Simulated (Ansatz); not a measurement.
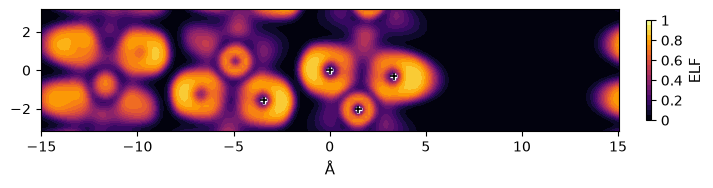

The ELF on a plane through atoms (crosses mark nuclei in the plane).

Level of theory: DFT PBEsol, scalar-relativistic, plane waves, PAW in Ansatz 0.2.0.

Candidates:
A. SnSe2, a = 3.82 Å, b = 3.82 Å, c = 6.15 Å, α = 90.00°, β = 90.00°, γ = 120.00°. Space group P-3m1; a structure from a database of computed crystals, not necessarily the ambient phase.
B. AlRu, a = 2.98 Å, b = 2.98 Å, c = 2.98 Å, α = 90.00°, β = 90.00°, γ = 90.00°. Space group Pm-3m; a structure from a database of computed crystals, not necessarily the ambient phase; computed without spin polarisation.
C. WSe2, a = 3.27 Å, b = 3.27 Å, c = 29.18 Å, α = 90.00°, β = 90.00°, γ = 120.00°. Space group P-6m2; a structure from a database of computed crystals, not necessarily the ambient phase.

### Which candidate gave the map?

Candidate C: WSe2 on the (111) plane of the conventional cell, which holds W and Se. W–Se (2.52 Å): the ELF is about 0.55 at the midpoint.
